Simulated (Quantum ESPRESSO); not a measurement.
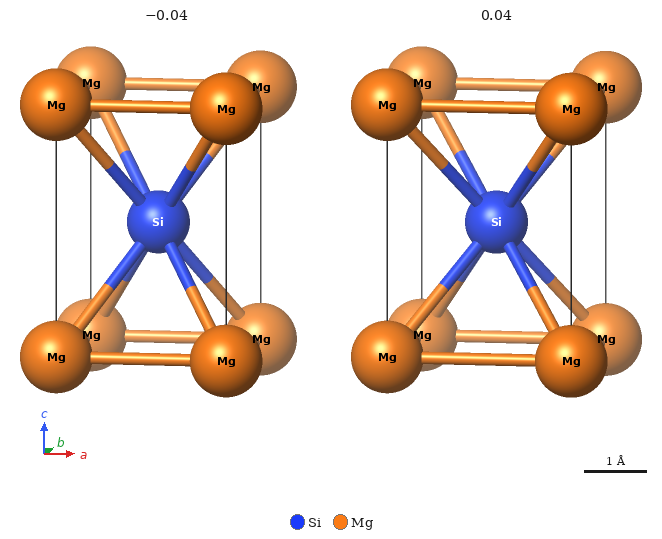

Solid MgSi (set up in Pmmm), held at several strains, with the atoms relaxed (per unit of the tabulated number the cell is strained by 1.0 along a). The picture shows the first and the last member. Style: ball-and-stick. Shown: the cell of the calculation, slightly off an axis.

Computed with Quantum ESPRESSO 7.5: PBEsol, GBRV 1.5 PBEsol. Set-up: plane-wave cutoff 612.3 eV; k-point mesh 9 × 9 × 7; occupations fermi-dirac; smearing width 0.05 eV; no spin polarisation.

| strain | energy (meV/atom) |
| --- | --- |
| −0.04 | 6.53 |
| −0.02 | ? |
| −0.01 | 0.90 |
| 0 | 0.00 |
| 0.01 | −0.27 |
| 0.02 | 0.03 |
| 0.04 | 2.87 |

Q: Fill in the missing row.

A: A parabola through three neighbouring rows (−0.04, −0.01, 0) gives, with Lagrange weights, (0.1667)(6.53) + (1.3333)(0.90) + (−0.5000)(0.00) = 2.29 meV/atom. The calculation gives 2.38 meV/atom. The estimate is 0.09 meV/atom too low. From the first member to the last: Mg–Mg 2.792 → 3.025 Å, Mg–Si 2.876 → 2.935 Å.

The whole series:

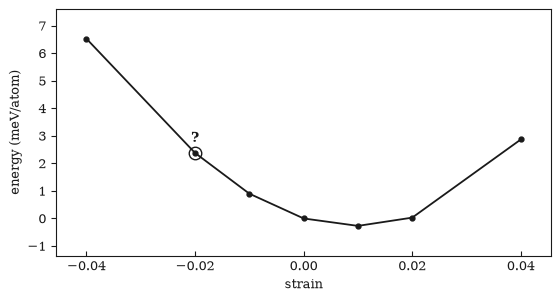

Each member starts from this one structure; whether another phase lies lower wasn't checked.
